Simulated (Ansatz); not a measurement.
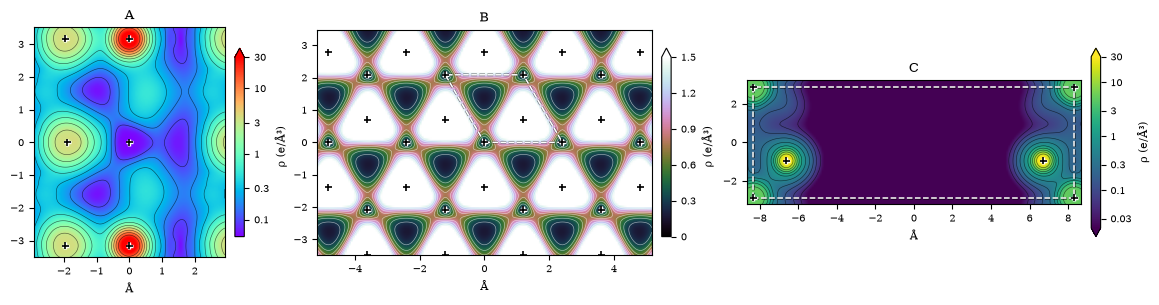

The valence charge density (pseudo) of 3 systems, each on a plane through atoms (crosses mark nuclei in the plane).

Theory: DFT r2SCAN, scalar-relativistic, plane waves, PAW in Ansatz.

System 1: BN, the (001) plane of the conventional cell. Space group P6₃/mmc; changed on purpose from its base cell (strain -0.0375 x Voigt [1, 1, 0, 0, 0, 0], atoms carried along); computed pressure about 32 GPa in this cell.

```cif
data_structure
_symmetry_space_group_name_H-M 'P 1'
_symmetry_Int_Tables_number 1
_cell_length_a 2.4101
_cell_length_b 2.4101
_cell_length_c 6.6612
_cell_angle_alpha 90.000
_cell_angle_beta 90.000
_cell_angle_gamma 120.000
_cell_volume 33.51
loop_
_atom_site_label
_atom_site_type_symbol
_atom_site_fract_x
_atom_site_fract_y
_atom_site_fract_z
_atom_site_occupancy
B1 B 0.33333 0.66667 0.25000 1
B2 B 0.66667 0.33333 0.75000 1
N1 N 0.33333 0.66667 0.75000 1
N2 N 0.66667 0.33333 0.25000 1
```

System 2: WSe2, the (110) plane of the conventional cell. Space group P3m1; a structure from a database of computed crystals, not necessarily the ambient phase; changed on purpose from its base cell (all W atoms moved -0.050 Å, as atom 1 along Cartesian [0 0 1]); not relaxed (largest force 1.5 eV/Å).

```
CELL_PARAMETERS angstrom
3.31436 0.00000 0.00000
-1.65718 2.87032 0.00000
0.00000 0.00000 16.65868
ATOMIC_POSITIONS crystal
W 0.00000 0.00000 0.99700
Se 0.33333 0.66667 0.09970
Se 0.33333 0.66667 0.90030
```

System 3: AlGa3N4, the (011) plane of the conventional cell. Space group Pm; a structure from a database of computed crystals, not necessarily the ambient phase.

```yaml
crystal:
  lattice:
    - [5.13892, 0.00000, 0.00002]
    - [0.00000, 3.16341, 0.00000]
    - [-0.00369, 0.00000, 5.47699]
  atoms:
    - { symbol: Al, position: [0.00058, 0.50000, 0.66730] }
    - { symbol: Ga, position: [0.49917, 0.50000, 0.33506] }
    - { symbol: Ga, position: [0.49925, 0.00000, 0.83146] }
    - { symbol: Ga, position: [0.99986, 0.00000, 0.16619] }
    - { symbol: N, position: [0.11941, 0.50000, 0.34060] }
    - { symbol: N, position: [0.11733, 0.00000, 0.82593] }
    - { symbol: N, position: [0.62024, 0.00000, 0.16619] }
    - { symbol: N, position: [0.63175, 0.50000, 0.66727] }
```

Match each panel to its system.

Panel A is system 3, AlGa3N4: the plane holds Al, Ga and N. Al–N (1.90 Å): ρ is about 0.7 e/Å³ halfway. Panel B is system 1, BN: the plane holds B and N. B–N (1.39 Å): the density is about 2.1 e/Å³ at the midpoint. Panel C is system 2, WSe2: the plane holds W and Se. W–Se (2.50 Å): ρ is about 0.59 e/Å³ halfway.
